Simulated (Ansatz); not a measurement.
**Ge₂Si: a changed input and its effect**

System: Ge₂Si (P-3m1, 6 atoms in the cell).
Method of run 1: DFT PBE, scalar-relativistic, plane waves, PAW, no spin polarisation (Ansatz 0.2.0).

The structure was made by a generator, so it may or may not be a known phase. Text and figures count atoms from 1; the logs count them from 0 in places.

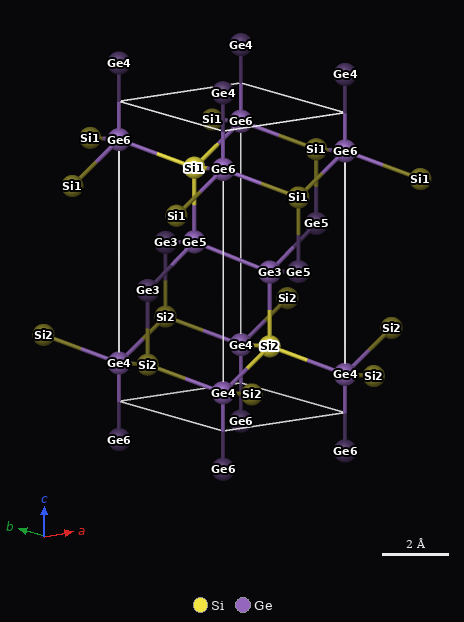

Fig. 1: The input geometry (ball-and-stick view of the cell of the calculation, seen at an oblique angle; neighbours outside the cell are drawn fainter; atoms are numbered from 1 in the order of the input). An atom can appear more than once, as a periodic image. Near neighbours in the periodic cell (some may lie outside the picture): Si has 4 Ge at 2.42 to 2.44 Å; Ge has 3 Ge at 2.46 Å and 1 Si at 2.42 Å; Ge has 1 Ge at 2.50 Å and 3 Si at 2.44 Å.

**Input file, run 1**
```yaml
crystal:
  lattice:
    - [3.9955312957, -2.89e-08, 0.0]
    - [-1.9977656229, 3.4602316181, 0.0]
    - [0.0, 0.0, 9.7871257]
  atoms:
    - { symbol: Si, position: [0.3333333333, 0.6666666667, 0.791495] }
    - { symbol: Si, position: [0.6666666667, 0.3333333333, 0.208505] }
    - { symbol: Ge, position: [0.6666666667, 0.3333333333, 0.455877] }
    - { symbol: Ge, position: [0.0, 0.0, 0.127624] }
    - { symbol: Ge, position: [0.3333333333, 0.6666666667, 0.544123] }
    - { symbol: Ge, position: [0.0, 0.0, 0.872376] }
basis:
  ecutwfc: 420
kpoints:
  mp_grid: { grid: [12, 12, 4] }
  band_path:
    path:
      - [[0.0, 0.0, 0.0], [0.5, 0.0, 0.0], [0.33333333, 0.33333333, 0.0], [0.0, 0.0, 0.0], [0.0, 0.0, 0.5], [0.5, 0.0, 0.5], [0.33333333, 0.33333333, 0.5], [0.0, 0.0, 0.5]]
      - [[0.5, 0.0, 0.5], [0.5, 0.0, 0.0]]
      - [[0.33333333, 0.33333333, 0.5], [0.33333333, 0.33333333, 0.0]]
    npoints: 14
hamiltonian:
  xc: pbe
scf:
  occupations: { method: gaussian, width: 0.02 }
  n_extra_bands: 15
output:
  forces: true
  stress: true
  eigenvalues: true
  populations: true
  dos: { projected: true, de: 0.02, nscf_kmesh: { grid: [18, 18, 6] } }
  bader: true
  write_density: true
  write_potential: true
  elf: true
  volumetric_format: npy
```

Command:
```bash
ansatz run input.yaml --threads 4 --pin off --max-ram 8192MiB --backend cpu --events-out ev --progress --plain --runs-dir out
```

Hardware: 4 threads of Arm Neoverse V2, 240 GiB of memory available, shared host.

**Output, shortened to warnings, some set-up lines, iterations and results (run 1)**
```
Basis set: ecut = 420 eV, 2649 PW (Γ), exchange–correlation on 54×54×144 points (8 copies of the dense FFT grid, shifted against one another)
Symmetry: 12 space group operations
k-points: 69 of 576
Initial density: superposition of atomic densities (neutral atoms: chi_scale 0, normalization atom), corrected by the library's trained network
[...]
SCF iter   1: F=—  HF=-18451.435725 eV  |F-HF|=—  |Δ(HF+E_count)|=         —  Δρ=1.61e-3  dr2=1.25e-2  ethr=1.77e-3  ⟨swp⟩=6.0  Hψ=13493  notcnv=0  defer=88
SCF iter   2: F=—  HF=-18451.432850 eV  |F-HF|=—  |Δ(HF+E_count)|=   2.87e-3  Δρ=1.05e-3  dr2=2.02e-3  ethr=1.96e-5  ⟨swp⟩=2.2  Hψ=6382  notcnv=0  defer=601
SCF iter   3: F=—  HF=-18451.432568 eV  |F-HF|=—  |Δ(HF+E_count)|=   2.82e-4  Δρ=5.49e-4  dr2=4.66e-4  ethr=3.16e-6  ⟨swp⟩=2.0  Hψ=4734  notcnv=0  defer=601
SCF iter   4: F=—  HF=-18451.432687 eV  |F-HF|=—  |Δ(HF+E_count)|=   1.18e-4  Δρ=1.28e-4  dr2=3.42e-5  ethr=7.29e-7  ⟨swp⟩=2.0  Hψ=3465  notcnv=0  defer=601
SCF iter   5: F=—  HF=-18451.432578 eV  |F-HF|=—  |Δ(HF+E_count)|=   1.09e-4  Δρ=4.57e-5  dr2=4.47e-6  ethr=5.34e-8  ⟨swp⟩=2.0  Hψ=4821  notcnv=0  defer=601
SCF iter   6: F=—  HF=-18451.432580 eV  |F-HF|=—  |Δ(HF+E_count)|=   2.50e-6  Δρ=2.32e-5  dr2=5.13e-7  ethr=6.98e-9  ⟨swp⟩=2.0  Hψ=4843  notcnv=0  defer=601
SCF iter   7: F=-18451.432581 eV  HF=-18451.432581 eV  |F-HF|=5.04e-8  |Δ(HF+E_count)|=   9.82e-7  Δρ=5.89e-6  dr2=3.46e-8  ethr=1.56e-10  ⟨swp⟩=14.6  Hψ=25008  notcnv=0
SCF 1 converged in 7 iterations: F = -18451.432581 eV  dr2 = 3.46e-8
NSCF: frozen V_eff on 129 k-points
NSCF: frozen V_eff on 202 k-points
SCF converged after 7 iterations
Free energy (F): -18451.432581 eV
Harris-Foulkes:  -18451.432581 eV  (|F-HF|=5.04e-8)
Internal energy: -18451.432581 eV  (E = F + TS)
E sigma→0 (E₀):  -18451.432581 eV
Fermi energy:    7.685190 eV
--- Per-component energies (eV) ---
  E_band       = -630.067372
  E_kinetic    = 523.670458
  E_local      = -10730.811560  (includes V_loc(G=0)·N_el)
  E_nonlocal   = 1725.941438
  E_hartree    = 4729.612691
  E_xc         = -411.365330
  E_vxc        = -350.242954  (∫ρ·V_xc dr)
  E_paw        = -9105.476840  (= ΣΔE_a)
  E_vpaw       = -1257.873049  (= ΣTr[D̂ρ^β])
  E_aug_tail   = 0.001200  (compensation charges beyond the density's cutoff)
  E_ewald      = -5183.004638
  E_smearing   = -0.000000  (= −TS)
  E_closure    = -0.000000  (closes the sum)
  Σ components = -18451.432581   (vs F -18451.432581, Δ=0.00e0)
--- Forces (eV/Å), atoms counted from 1 ---
  atom   1  Si     0.00000000    -0.00000000     0.00152229
  atom   2  Si     0.00000000     0.00000000    -0.00152229
  atom   3  Ge    -0.00000000    -0.00000000     0.00152445
  atom   4  Ge    -0.00000000    -0.00000000     0.00162806
  atom   5  Ge     0.00000000     0.00000000    -0.00152445
  atom   6  Ge     0.00000000     0.00000000    -0.00162806
  max |Σ_I F_I| component: 1.85e-17 eV/Å
--- Stress (GPa, compression-positive) ---
       -0.001038       0.000000      -0.000000
        0.000000      -0.001038      -0.000000
       -0.000000      -0.000000       0.005254
  P = ⅓ Tr σ = 0.0011 GPa (0.011 kbar)
--- Löwdin populations: 6 sites ---
  site symbol       q [e]
     0     Si      3.8991
     1     Si      3.8991
     2     Ge     13.9983
     3     Ge     14.0274
     4     Ge     13.9983
     5     Ge     14.0274
  spilling = 0.002348 (of n_electrons = 64.000000)
--- Bader charges: 6 sites ---
  site symbol  charge [e]  shift [e]
     0     Si      0.2202     0.0035
     1     Si      0.2202     0.0035
     2     Ge     -0.0622     0.0007
     3     Ge     -0.1581     0.0028
     4     Ge     -0.0622     0.0007
     5     Ge     -0.1581     0.0028
  estimated error of the sums over rays = 3.0e-4 e
```

For run 2 the input was changed thus:
```diff
-  ecutwfc: 420
+  ecutwfc: 500
-  xc: pbe
+  xc: r2scan
```

How does run 2 compare with run 1?

The total energies belong to different methods, so their difference says nothing on which is more stable or more accurate. The gap on the mesh goes from 0.47 to 0.76 eV. The pressure goes from 0.00 to −2.51 GPa. The largest force goes from 0.002 to 0.056 eV/Å. The functional changes from PBE to r2SCAN. The number of SCF iterations is the same. The plane waves at Γ go from 2649 to 3437. On the same kind of shared host run 2 took about 1.6 times as long.

**Output, shortened to warnings, some set-up lines, iterations and results (run 2)**
```
Basis set: ecut = 500 eV, 3437 PW (Γ), exchange–correlation on 120×120×288 points (64 copies of the dense FFT grid, shifted against one another)
Symmetry: 12 space group operations
k-points: 69 of 576
Initial density: superposition of atomic densities (neutral atoms: chi_scale 0, normalization atom), corrected by the library's trained network
[...]
SCF iter   1: F=—  HF=-18489.638210 eV  |F-HF|=—  |Δ(HF+E_count)|=         —  Δρ=5.87e-3  dr2=4.35e-2  dr2_τ=1.72e-2  ethr=1.77e-3  ⟨swp⟩=6.0  Hψ=13503  notcnv=0  defer=117
SCF iter   2: F=—  HF=-18489.656412 eV  |F-HF|=—  |Δ(HF+E_count)|=   1.82e-2  Δρ=1.61e-3  dr2=3.27e-3  dr2_τ=7.43e-5  ethr=6.80e-5  ⟨swp⟩=2.9  Hψ=6750  notcnv=0  defer=588
SCF iter   3: F=—  HF=-18489.655642 eV  |F-HF|=—  |Δ(HF+E_count)|=   7.70e-4  Δρ=1.09e-3  dr2=1.00e-3  dr2_τ=1.10e-5  ethr=5.11e-6  ⟨swp⟩=2.0  Hψ=4454  notcnv=0  defer=588
SCF iter   4: F=—  HF=-18489.655591 eV  |F-HF|=—  |Δ(HF+E_count)|=   5.12e-5  Δρ=2.60e-4  dr2=7.15e-5  dr2_τ=3.85e-7  ethr=1.56e-6  ⟨swp⟩=2.0  Hψ=3066  notcnv=0  defer=588
SCF iter   5: F=—  HF=-18489.655591 eV  |F-HF|=—  |Δ(HF+E_count)|=   4.54e-7  Δρ=5.34e-5  dr2=1.79e-5  dr2_τ=5.77e-8  ethr=1.12e-7  ⟨swp⟩=2.0  Hψ=4808  notcnv=0  defer=588
SCF iter   6: F=—  HF=-18489.655587 eV  |F-HF|=—  |Δ(HF+E_count)|=   3.78e-6  Δρ=1.73e-5  dr2=2.93e-7  dr2_τ=4.65e-9  ethr=2.79e-8  ⟨swp⟩=2.0  Hψ=4718  notcnv=0  defer=588
SCF iter   7: F=-18489.655587 eV  HF=-18489.655587 eV  |F-HF|=1.42e-8  |Δ(HF+E_count)|=   2.83e-7  Δρ=3.36e-6  dr2=1.57e-8  dr2_τ=3.56e-10  ethr=1.56e-10  ⟨swp⟩=15.3  …
SCF 1 converged in 7 iterations: F = -18489.655587 eV  dr2 = 1.57e-8
NSCF: frozen V_eff on 129 k-points
NSCF: frozen V_eff on 202 k-points
SCF converged after 7 iterations
Free energy (F): -18489.655587 eV
Harris-Foulkes:  -18489.655587 eV  (|F-HF|=1.42e-8)
Internal energy: -18489.655587 eV  (E = F + TS)
E sigma→0 (E₀):  -18489.655587 eV
Fermi energy:    7.667658 eV
--- Per-component energies (eV) ---
  E_band       = -669.447365
  E_kinetic    = 521.809064
  E_local      = -10737.115891  (includes V_loc(G=0)·N_el)
  E_nonlocal   = 1729.439466
  E_hartree    = 4737.461273
  E_xc         = -378.033890
  E_vxc        = -369.236617  (∫ρ·V_xc dr)
  E_paw        = -9175.715121  (= ΣΔE_a)
  E_vpaw       = -1308.356041  (= ΣTr[D̂ρ^β])
  E_aug_tail   = 0.000078  (compensation charges beyond the density's cutoff)
  E_vtau       = 19.090045  (kinetic-family band-sum trace: ∫τ·v_τ [+ j·A + Jᵃ·Aᵃ] dr)
  E_ewald      = -5183.004638
  E_core_change = -4.495929  (= ΣΔE_core)
  E_smearing   = -0.000000  (= −TS)
  E_closure    = 0.000000  (closes the sum)
  Σ components = -18489.655587   (vs F -18489.655587, Δ=0.00e0)
--- Forces (eV/Å), atoms counted from 1 ---
  atom   1  Si    -0.00000000    -0.00000000    -0.00020710
  atom   2  Si     0.00000000     0.00000000     0.00020710
  atom   3  Ge    -0.00000000    -0.00000000     0.05627294
  atom   4  Ge    -0.00000000    -0.00000000    -0.03937359
  atom   5  Ge     0.00000000     0.00000000    -0.05627294
  atom   6  Ge     0.00000000     0.00000000     0.03937359
  max |Σ_I F_I| component: 9.25e-18 eV/Å
--- Stress (GPa, compression-positive) ---
       -2.515076       0.000000      -0.000000
        0.000000      -2.515076      -0.000000
       -0.000000      -0.000000      -2.505702
  P = ⅓ Tr σ = -2.5120 GPa (-25.120 kbar)
--- Löwdin populations: 6 sites ---
  site symbol       q [e]
     0     Si      3.8747
     1     Si      3.8747
     2     Ge     14.0020
     3     Ge     14.0421
     4     Ge     14.0020
     5     Ge     14.0421
  spilling = 0.002534 (of n_electrons = 64.000000)
--- Bader charges: 6 sites ---
  site symbol  charge [e]  shift [e]
     0     Si      0.2878     0.0029
     1     Si      0.2879     0.0029
     2     Ge     -0.0809     0.0005
     3     Ge     -0.2070     0.0024
     4     Ge     -0.0809     0.0005
     5     Ge     -0.2069     0.0024
  estimated error of the sums over rays = 2.9e-4 e
```

**The two runs side by side**

| quantity | run 1 | run 2 |
| --- | --- | --- |
| outcome | converged | converged |
| free energy per atom (eV) | −3075.2388 | −3081.6093 |
| gap on the mesh (eV) | 0.47 | 0.76 |
| pressure (GPa) | 0.00 | −2.51 |
| largest force (eV/Å) | 0.002 | 0.056 |
| SCF iterations | 7 | 7 |
| irreducible k-points | 69 | 69 |
| plane waves at Γ | 2649 | 3437 |
| wall time (shared host) | 43 s | 70 s |
